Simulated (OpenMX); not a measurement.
**TaN: 7 runs along one coordinate**

System: TaN (Fm-3m, 2 atoms in the cell).
Method: Kohn-Sham DFT of a periodic cell, PBE, OpenMX 2013 PBE set, no spin polarisation (OpenMX 3.8.5).

The 7 runs differ only in the geometry, by an even scaling of the cell at fixed fractional positions. The structure derives from a Materials Project entry.

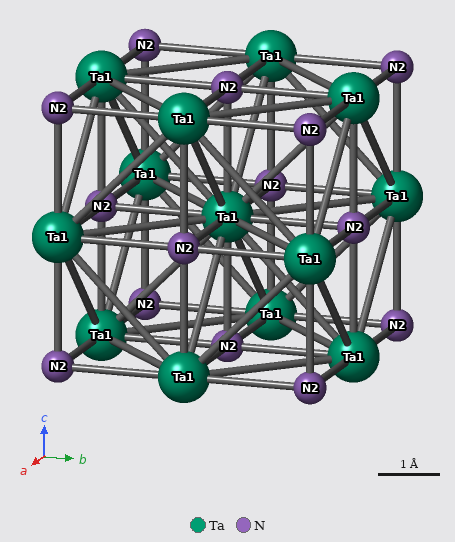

Figure 1. The structure of run 4 (ball-and-stick view of the cell 4 times as large as that of the calculation, set on its symmetry axes, seen slightly off an axis; atoms are numbered from 1 in the order of the input). An atom can appear more than once, as a periodic image.

### Input of run 4
```
System.CurrrentDirectory             ./
System.Name                          TaN
DATA.PATH                            ./DFT_DATA13
level.of.stdout                      1
level.of.fileout                     0
Species.Number                       2
<Definition.of.Atomic.Species
  Ta  Ta7.0-s3p2d2f1         Ta_PBE13
  N   N6.0-s2p2d1            N_PBE13
Definition.of.Atomic.Species>

Atoms.Number                         2
Atoms.SpeciesAndCoordinates.Unit     FRAC
<Atoms.SpeciesAndCoordinates
    1  Ta    0.5000000000    0.5000000000    0.5000000000   6.500  6.500
    2  N     0.0000000000    0.0000000000    0.0000000000   2.500  2.500
Atoms.SpeciesAndCoordinates>

Atoms.UnitVectors.Unit               Ang
<Atoms.UnitVectors
     0.0000000000    2.2113230000    2.2113230000
     2.2113230000    0.0000000000    2.2113230000
     2.2113230000    2.2113230000    0.0000000000
Atoms.UnitVectors>

scf.XcType                           GGA-PBE
scf.SpinPolarization                 off
scf.ElectronicTemperature            580.226
scf.energycutoff                     400.0
scf.maxIter                          100
scf.EigenvalueSolver                 band
scf.Kgrid                            11 11 11
scf.Mixing.Type                      rmm-diisk
scf.Init.Mixing.Weight               0.05
scf.Min.Mixing.Weight                0.001
scf.Max.Mixing.Weight                0.3
scf.Mixing.History                   25
scf.Mixing.StartPulay                8
scf.criterion                        1.0e-8
scf.stress.tensor                    on
MD.Type                              nomd
```

Command:
```bash
openmx TaN.dat -nt 1 > TaN.std
```

Run 5 has the same physical settings and fractional positions; its lattice vectors (Å) are:
```
   0.000000    2.225968    2.225968
   2.225968    0.000000    2.225968
   2.225968    2.225968    0.000000
```

### Results, with one run withheld

```tsv
run	volume per atom (Å³)	free energy per atom, from the lowest run given (meV)
1	10.164	25.25
2	10.381	7.45
3	10.597	0.00
4	10.813	2.29
5	11.030	?
6	11.246	31.43
7	11.462	56.41
```

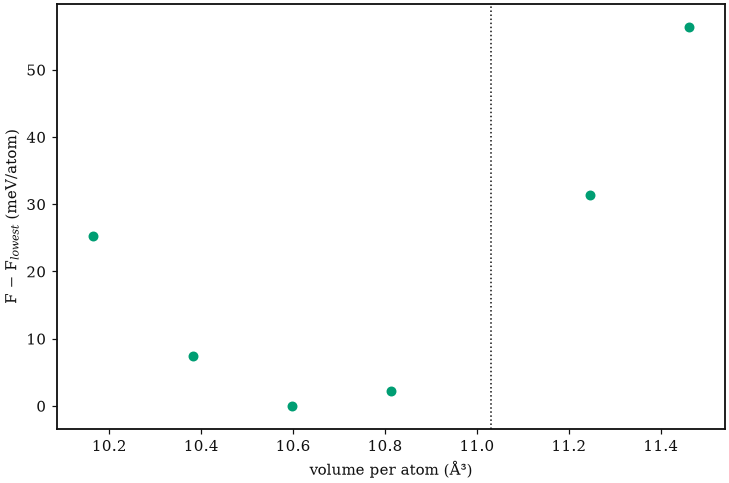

Figure 2. Free energy per atom of the runs given; the dotted line marks run 5.

Estimate the energy of run 5 from the others.

A cubic polynomial in V^(−2/3) (the Birch–Murnaghan form), fitted to the 6 runs given, misses them by at most 0.12 meV per atom. With x = V^(−2/3) − 0.20516 Å⁻², it reads F = 0.96931 − 1660.8 x + 5.8659e+05 x² + 7.4036e+05 x³ (meV per atom). At run 5 it gives 13.07 meV per atom, and the run itself gives 13.17. The fit has its minimum at 10.651 Å³ per atom, where V d²F/dV² gives 336 GPa: the bulk modulus at this level, since symmetry fixes the shape and the positions.

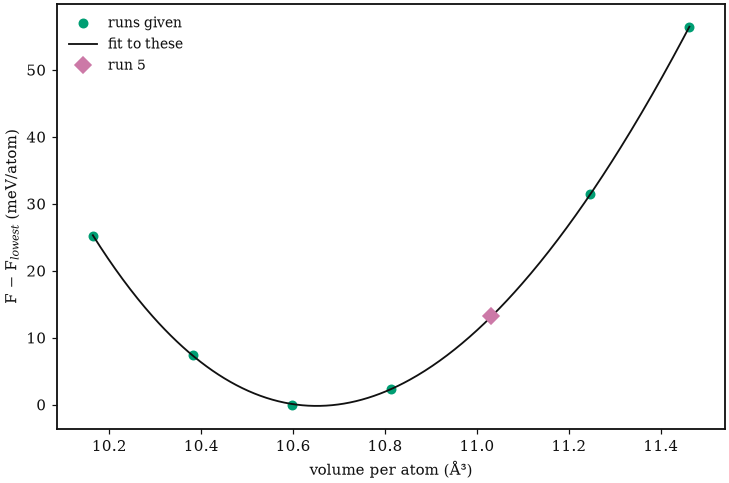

Figure 3. The fit and the withheld run.

### Some lines of the output (run 5)
```
[...]
  Cell_Volume =    148.861785545706 (Bohr^3)
        Total energy (Hartree) at MD = 1
   kloop=0
   kloop=1
   kloop=665
```

Notes: Spin–orbit coupling is left out, which matters for Ta. With a small basis of atomic orbitals these values can differ much from converged plane-wave results.
